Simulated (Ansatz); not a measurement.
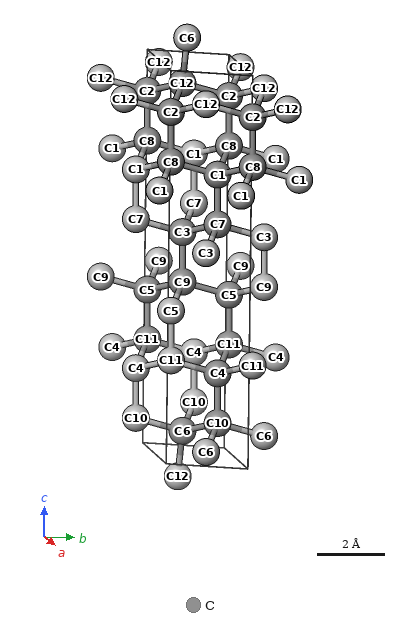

The structure as given in the input (ball-and-stick view of the cell of the calculation, set on other vectors, seen slightly off an axis; neighbours outside the cell are drawn fainter; atoms are numbered from 1 in the order of the input). An atom can appear more than once, as a periodic image. Near neighbours in the periodic cell (some may lie outside the picture): C has 4 C at 1.54 to 1.62 Å.

# What a change does: single-point calculation on C

System: C (P-1, 12 atoms in the cell).
Method of run 1: DFT r2SCAN, scalar-relativistic, plane waves, PAW, no spin polarisation (Ansatz 0.2.0).

The structure derives from an entry of the Crystallography Open Database. Text and figures count atoms from 1; the logs count them from 0 in places.

The input, run 1:
```yaml
crystal:
  lattice:
    - [1.7801417073, -1.7801417073, 0.0]
    - [1.7801417073, 0.0, -1.7801417073]
    - [7.4765951708, 6.7645384878, 7.1205668293]
  atoms:
    - { symbol: C, position: [0.6124933333, 0.6666666667, 0.2708666667] }
    - { symbol: C, position: [-0.02084, 0.0, 0.1042] }
    - { symbol: C, position: [0.2458266667, 0.3333333333, 0.4375333333] }
    - { symbol: C, position: [0.5124933333, 0.6666666667, 0.7708666667] }
    - { symbol: C, position: [0.87916, 1.0, 0.6042] }
    - { symbol: C, position: [0.1458266667, 0.3333333333, 0.9375333333] }
    - { symbol: C, position: [0.5874933333, 0.6666666667, 0.3958666667] }
    - { symbol: C, position: [0.95416, 1.0, 0.2292] }
    - { symbol: C, position: [0.2208266667, 0.3333333333, 0.5625333333] }
    - { symbol: C, position: [0.4874933333, 0.6666666667, 0.8958666667] }
    - { symbol: C, position: [-0.14584, 0.0, 0.7292] }
    - { symbol: C, position: [0.3208266667, 0.3333333333, 0.0625333333] }
basis:
  ecutwfc: 500
kpoints:
  mp_grid: { grid: [10, 10, 2] }
hamiltonian:
  xc: r2scan
scf:
  occupations: { method: gaussian, width: 0.05 }
output:
  forces: true
  stress: true
  eigenvalues: true
```

Command:
```bash
ansatz run input.yaml --threads 2 --pin off --max-ram 5120MiB --backend cpu --events-out ev --progress --plain --runs-dir out
```

Hardware: 2 threads of Arm Neoverse V1, 24 GiB of memory available, shared host.

Output, shortened to warnings, some set-up lines, iterations and results (run 1):
```
Basis set: ecut = 500 eV, 1723 PW (Γ), exchange–correlation on 80×80×384 points (64 copies of the dense FFT grid, shifted against one another)
Symmetry: 2 space group operations
k-points: 104 of 200
Initial density: superposition of atomic densities (neutral atoms: chi_scale 0, normalization atom), corrected by the library's trained network
[...]
SCF iter   1: F=—  HF=-3017.248446 eV  |F-HF|=—  |Δ(HF+E_count)|=         —  Δρ=9.24e-3  dr2=2.10e-2  dr2_τ=2.29e0  ethr=1.77e-3  ⟨swp⟩=6.0  Hψ=17618  notcnv=0  defer=156
SCF iter   2: F=—  HF=-3017.588092 eV  |F-HF|=—  |Δ(HF+E_count)|=   3.40e-1  Δρ=5.70e-3  dr2=7.54e-3  dr2_τ=4.99e-4  ethr=4.37e-5  ⟨swp⟩=2.1  Hψ=7754  notcnv=0  defer=651
SCF iter   3: F=—  HF=-3017.588765 eV  |F-HF|=—  |Δ(HF+E_count)|=   6.74e-4  Δρ=2.15e-3  dr2=3.23e-3  dr2_τ=1.72e-4  ethr=1.57e-5  ⟨swp⟩=2.1  Hψ=5213  notcnv=0  defer=339
SCF iter   4: F=—  HF=-3017.588388 eV  |F-HF|=—  |Δ(HF+E_count)|=   3.77e-4  Δρ=6.44e-4  dr2=7.32e-4  dr2_τ=5.24e-5  ethr=6.73e-6  ⟨swp⟩=2.1  Hψ=4911  notcnv=0  defer=339
SCF iter   5: F=—  HF=-3017.588255 eV  |F-HF|=—  |Δ(HF+E_count)|=   1.33e-4  Δρ=2.29e-4  dr2=1.20e-4  dr2_τ=2.64e-6  ethr=1.52e-6  ⟨swp⟩=2.1  Hψ=4533  notcnv=0  defer=339
SCF iter   6: F=—  HF=-3017.588231 eV  |F-HF|=—  |Δ(HF+E_count)|=   2.33e-5  Δρ=9.34e-5  dr2=3.59e-6  dr2_τ=2.63e-7  ethr=2.49e-7  ⟨swp⟩=2.0  Hψ=4091  notcnv=0  defer=339
SCF iter   7: F=—  HF=-3017.588229 eV  |F-HF|=—  |Δ(HF+E_count)|=   2.75e-6  Δρ=3.72e-5  dr2=3.59e-7  dr2_τ=7.70e-8  ethr=7.48e-9  ⟨swp⟩=2.2  Hψ=5508  notcnv=0  defer=339
SCF iter   8: F=-3017.588229 eV  HF=-3017.588229 eV  |F-HF|=1.85e-8  |Δ(HF+E_count)|=   1.96e-7  Δρ=1.36e-5  dr2=4.11e-8  dr2_τ=6.06e-9  ethr=2.08e-10  ⟨swp⟩=9.9  Hψ=15223  …
SCF 1 converged in 8 iterations: F = -3017.588229 eV  dr2 = 4.11e-8
SCF converged after 8 iterations
Free energy (F): -3017.588229 eV
Harris-Foulkes:  -3017.588229 eV  (|F-HF|=1.85e-8)
Internal energy: -3017.588229 eV  (E = F + TS)
E sigma→0 (E₀):  -3017.588229 eV
Fermi energy:    15.247079 eV
--- Per-component energies (eV) ---
  E_band       = 186.539189
  E_kinetic    = 1106.174890
  E_local      = -718.742026  (includes V_loc(G=0)·N_el)
  E_nonlocal   = 315.485715
  E_hartree    = 157.789516
  E_xc         = -575.376749
  E_vxc        = -795.098377  (∫ρ·V_xc dr)
  E_paw        = -1208.630778  (= ΣΔE_a)
  E_vpaw       = -78.816836  (= ΣTr[D̂ρ^β])
  E_aug_tail   = 0.000050  (compensation charges beyond the density's cutoff)
  E_vtau       = 41.956442  (kinetic-family band-sum trace: ∫τ·v_τ [+ j·A + Jᵃ·Aᵃ] dr)
  E_ewald      = -2093.991562
  E_core_change = -0.297285  (= ΣΔE_core)
  E_smearing   = -0.000000  (= −TS)
  E_closure    = 0.000000  (closes the sum)
  Σ components = -3017.588229   (vs F -3017.588229, Δ=0.00e0)
--- Forces (eV/Å), atoms counted from 1 ---
  atom   1  C      0.00642573    -0.01365958     0.00140169
  atom   2  C      0.06426413    -0.01633881     0.32323899
  atom   3  C      0.00374282    -0.00529767    -0.00097528
  atom   4  C      0.24982548    -0.33459341    -0.10036382
  atom   5  C      0.02787077    -0.03282418    -0.00630077
  atom   6  C      2.49400499    -2.84589510    -0.14889468
  atom   7  C     -0.02787077     0.03282418     0.00630077
  atom   8  C     -0.24982548     0.33459341     0.10036382
  atom   9  C     -0.00374282     0.00529767     0.00097528
  atom  10  C     -0.06426413     0.01633881    -0.32323899
  atom  11  C     -0.00642573     0.01365958    -0.00140169
  atom  12  C     -2.49400499     2.84589510     0.14889468
  max |Σ_I F_I| component: 4.44e-16 eV/Å
--- Stress (GPa, compression-positive) ---
      -17.079691       2.276492      -7.233328
        2.276495      14.070879      10.338784
       -7.233327      10.338780       3.872217
  P = ⅓ Tr σ = 0.2878 GPa (2.878 kbar)
```

The input of run 2 differs as follows (lines with − go, lines with + come):
```diff
-    - [7.4765951708, 6.7645384878, 7.1205668293]
+    - [8.010637683, 6.2304959756, 7.1205668293]
-    - { symbol: C, position: [0.6124933333, 0.6666666667, 0.2708666667] }
-    - { symbol: C, position: [-0.02084, 0.0, 0.1042] }
-    - { symbol: C, position: [0.2458266667, 0.3333333333, 0.4375333333] }
-    - { symbol: C, position: [0.5124933333, 0.6666666667, 0.7708666667] }
-    - { symbol: C, position: [0.87916, 1.0, 0.6042] }
-    - { symbol: C, position: [0.1458266667, 0.3333333333, 0.9375333333] }
-    - { symbol: C, position: [0.5874933333, 0.6666666667, 0.3958666667] }
-    - { symbol: C, position: [0.95416, 1.0, 0.2292] }
-    - { symbol: C, position: [0.2208266667, 0.3333333333, 0.5625333333] }
-    - { symbol: C, position: [0.4874933333, 0.6666666667, 0.8958666667] }
-    - { symbol: C, position: [-0.14584, 0.0, 0.7292] }
-    - { symbol: C, position: [0.3208266667, 0.3333333333, 0.0625333333] }
+    - { symbol: C, position: [0.5312333333, 0.6666666667, 0.2708666667] }
+    - { symbol: C, position: [-0.0521, 0.0, 0.1042] }
+    - { symbol: C, position: [0.1145666667, 0.3333333333, 0.4375333333] }
+    - { symbol: C, position: [0.2812333333, 0.6666666667, 0.7708666667] }
+    - { symbol: C, position: [0.6979, 1.0, 0.6042] }
+    - { symbol: C, position: [-0.1354333333, 0.3333333333, 0.9375333333] }
+    - { symbol: C, position: [0.4687333333, 0.6666666667, 0.3958666667] }
+    - { symbol: C, position: [0.8854, 1.0, 0.2292] }
+    - { symbol: C, position: [0.0520666667, 0.3333333333, 0.5625333333] }
+    - { symbol: C, position: [0.2187333333, 0.6666666667, 0.8958666667] }
+    - { symbol: C, position: [-0.3646, 0.0, 0.7292] }
+    - { symbol: C, position: [0.3020666667, 0.3333333333, 0.0625333333] }
```

How does run 2 compare with run 1?

With the same functional and potentials, run 2 lies 266.3 meV per atom higher. The gap of 2.81 eV on the mesh closes. The pressure goes from 0.29 to 2.84 GPa. The largest force goes from 3.787 to 3.485 eV/Å. The SCF takes 9 iterations against 8. On the same kind of shared host run 2 took about 1.5 times as long.

Output, shortened to warnings, some set-up lines, iterations and results (run 2):
```
Warning: crystal.symmetry: narrowed to the stabiliser of the k-point mesh — unitary ops 4 → 2; excluded 2 operations that carry a point of the 10×10×2 mesh (shift [0, 0, 0]) off the mesh (the run samples exactly the mesh kpoints.mp_grid names, as under crystal.symmetry.detect: false, and its converged state has the mesh's symmetry, not the crystal's; ε∞, the Born charges and the force constants …
Basis set: ecut = 500 eV, 1723 PW (Γ), exchange–correlation on 80×80×384 points (64 copies of the dense FFT grid, shifted against one another)
Symmetry: 2 space group operations
k-points: 104 of 200
Initial density: superposition of atomic densities (neutral atoms: chi_scale 0, normalization atom), corrected by the library's trained network
[...]
SCF iter   1: F=—  HF=-3014.062600 eV  |F-HF|=—  |Δ(HF+E_count)|=         —  Δρ=1.17e-2  dr2=1.10e-1  dr2_τ=2.20e0  ethr=1.77e-3  ⟨swp⟩=6.2  Hψ=17455  notcnv=0  defer=252
SCF iter   2: F=—  HF=-3014.445030 eV  |F-HF|=—  |Δ(HF+E_count)|=   3.82e-1  Δρ=9.60e-3  dr2=3.40e-1  dr2_τ=4.32e-3  ethr=2.30e-4  ⟨swp⟩=3.2  Hψ=8216  notcnv=0  defer=642  …
SCF iter   3: F=—  HF=-3014.393948 eV  |F-HF|=—  |Δ(HF+E_count)|=   5.11e-2  Δρ=7.66e-3  dr2=2.39e-2  dr2_τ=6.06e-4  ethr=2.30e-4  ⟨swp⟩=3.3  Hψ=6479  notcnv=0  defer=632
SCF iter   4: F=—  HF=-3014.392697 eV  |F-HF|=—  |Δ(HF+E_count)|=   1.25e-3  Δρ=1.51e-3  dr2=1.50e-3  dr2_τ=2.53e-4  ethr=4.97e-5  ⟨swp⟩=2.0  Hψ=4993  notcnv=0  defer=309
SCF iter   5: F=—  HF=-3014.392691 eV  |F-HF|=—  |Δ(HF+E_count)|=   6.63e-6  Δρ=4.22e-4  dr2=1.35e-4  dr2_τ=1.58e-5  ethr=3.12e-6  ⟨swp⟩=5.2  Hψ=9621  notcnv=0  defer=574
SCF iter   6: F=—  HF=-3014.392669 eV  |F-HF|=—  |Δ(HF+E_count)|=   2.16e-5  Δρ=2.60e-4  dr2=1.54e-5  dr2_τ=9.05e-7  ethr=2.81e-7  ⟨swp⟩=2.2  Hψ=5550  notcnv=0  defer=575
SCF iter   7: F=—  HF=-3014.392677 eV  |F-HF|=—  |Δ(HF+E_count)|=   7.79e-6  Δρ=5.86e-5  dr2=1.91e-6  dr2_τ=1.97e-7  ethr=3.22e-8  ⟨swp⟩=2.4  Hψ=5134  notcnv=0  defer=575
SCF iter   8: F=—  HF=-3014.392677 eV  |F-HF|=—  |Δ(HF+E_count)|=   5.41e-8  Δρ=2.18e-5  dr2=1.25e-7  dr2_τ=1.81e-8  ethr=3.98e-9  ⟨swp⟩=2.1  Hψ=5048  notcnv=0  defer=575
SCF iter   9: F=-3014.392677 eV  HF=-3014.392677 eV  |F-HF|=1.75e-8  |Δ(HF+E_count)|=   5.11e-8  Δρ=8.36e-6  dr2=4.23e-8  dr2_τ=1.94e-9  ethr=2.08e-10  ⟨swp⟩=13.6  Hψ=22796  …
SCF 1 converged in 9 iterations: F = -3014.392677 eV  dr2 = 4.23e-8
SCF converged after 9 iterations
Free energy (F): -3014.392677 eV
Harris-Foulkes:  -3014.392677 eV  (|F-HF|=1.75e-8)
Internal energy: -3014.391656 eV  (E = F + TS)
E sigma→0 (E₀):  -3014.392166 eV
Entropy (-TS):   -0.001021 eV (-0.085 meV/atom)
Fermi energy:    13.881171 eV
--- Per-component energies (eV) ---
  E_band       = 190.010490
  E_kinetic    = 1103.548403
  E_local      = -706.421704  (includes V_loc(G=0)·N_el)
  E_nonlocal   = 316.024982
  E_hartree    = 153.470727
  E_xc         = -574.418852
  E_vxc        = -794.059391  (∫ρ·V_xc dr)
  E_paw        = -1208.116705  (= ΣΔE_a)
  E_vpaw       = -78.102060  (= ΣTr[D̂ρ^β])
  E_aug_tail   = 0.000049  (compensation charges beyond the density's cutoff)
  E_vtau       = 42.077736  (kinetic-family band-sum trace: ∫τ·v_τ [+ j·A + Jᵃ·Aᵃ] dr)
  E_ewald      = -2098.181271
  E_core_change = -0.297285  (= ΣΔE_core)
  E_smearing   = -0.001021  (= −TS)
  E_closure    = 0.000000  (closes the sum)
  Σ components = -3014.392677   (vs F -3014.392677, Δ=0.00e0)
--- Forces (eV/Å), atoms counted from 1 ---
  atom   1  C     -0.07483133    -0.07397452    -0.02614544
  atom   2  C     -0.25984794    -0.25952783     1.09168736
  atom   3  C     -0.04688933    -0.04612414    -0.04284836
  atom   4  C     -0.15652203    -0.15546978    -0.64952344
  atom   5  C     -0.05088620    -0.04991258    -0.07235559
  atom   6  C     -1.93194638    -1.93311513    -2.16169292
  atom   7  C      0.05088620     0.04991258     0.07235559
  atom   8  C      0.15652203     0.15546978     0.64952344
  atom   9  C      0.04688933     0.04612414     0.04284836
  atom  10  C      0.25984794     0.25952783    -1.09168736
  atom  11  C      0.07483133     0.07397452     0.02614544
  atom  12  C      1.93194638     1.93311513     2.16169292
  max |Σ_I F_I| component: 4.44e-16 eV/Å
--- Stress (GPa, compression-positive) ---
       -5.279279       5.671778      11.422345
        5.671778      -5.256213      11.457698
       11.422346      11.457698      19.045719
  P = ⅓ Tr σ = 2.8367 GPa (28.367 kbar)
```

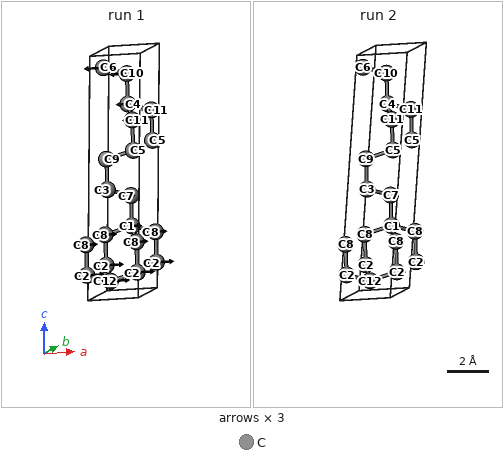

The two input geometries at one scale (ball-and-stick view of the cell of the calculation, seen slightly off an axis). The black arrows on the first give the shifts of the atoms relative to the cell, with their mean removed, magnified 3 times. The largest moves relative to the cell, 0.33 Å, are those of C6 and C12. (The mean shift of all atoms is removed.) The drawn cell changes at constant volume: a = b stay at 2.518 Å, c 12.343 → 12.397 Å (+0.4 %), α 88.8° → 87.1°, β 87.7° → 84.2°. Among the contacts that change: C6–C12 1.622 → 1.990 Å.

The two runs side by side:

```tsv
quantity	run 1	run 2
outcome	converged	converged
free energy per atom (eV)	−251.4657	−251.1994
gap on the mesh (eV)	2.81	0.00
pressure (GPa)	0.29	2.84
largest force (eV/Å)	3.787	3.485
SCF iterations	8	9
irreducible k-points	104	104
plane waves at Γ	1723	1723
wall time (shared host)	17 s	25 s
```

For run 2: Warnings: the k-point mesh lowers the symmetry that the run can use.
